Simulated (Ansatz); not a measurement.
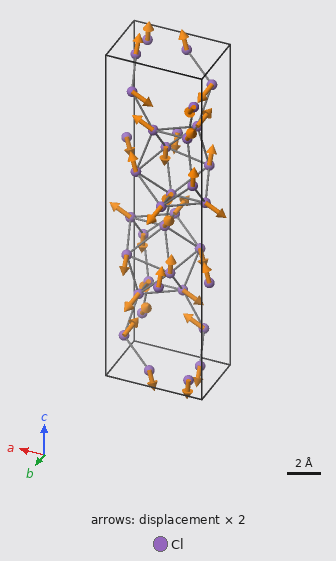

A relaxation of a crystal of Cl (built on the alpha-boron_166 type) (coarse preliminary run). The starting structure is drawn; orange arrows show the displacements (the part carried along by the change of the cell is left out), magnified 2 times.

Style: ball-and-stick. Shown: the conventional cell (3 times the calculation's cell), from a free direction. Lengths and directions refer to the drawn axes.

Case: alpha-boron type (R-3m, No. 166).

Computed with DFT PBE, scalar-relativistic, plane waves, PAW (Ansatz). (plane-wave cutoff 420 eV; k-point mesh 3 × 3 × 3; occupations gaussian; smearing width 0.1 eV; no spin polarisation; cell and atoms relaxed; force threshold 0.04 eV/Å; at most 70 steps)

What happened in the run?

Answer. The largest moves relative to the cell, 0.79 Å, are those of Cl atoms. The volume changes by +6.1 %, with a = b 7.894 → 7.322 Å (−7.2 %), c 20.194 → 24.902 Å (+23.3 %). Some distances before and after: Cl–Cl 2.901 → 4.020 Å, Cl–Cl 2.815 → 3.754 Å, Cl–Cl 2.683 → 2.012 Å, Cl–Cl 3.232 → 2.708 Å. The space group stays R-3m (No. 166). The energy falls by 618 meV per atom in 9 accepted moves (10 points after the start). Largest force component: 1 eV/Å at the start, 0.027 eV/Å at the end. Pressure: 0.53 GPa at the start and 0.06 GPa at the end. At 1 point the geometry stayed and the basis and grid were re-selected for the new cell (energy shift of 2.2 meV per atom at most each time).
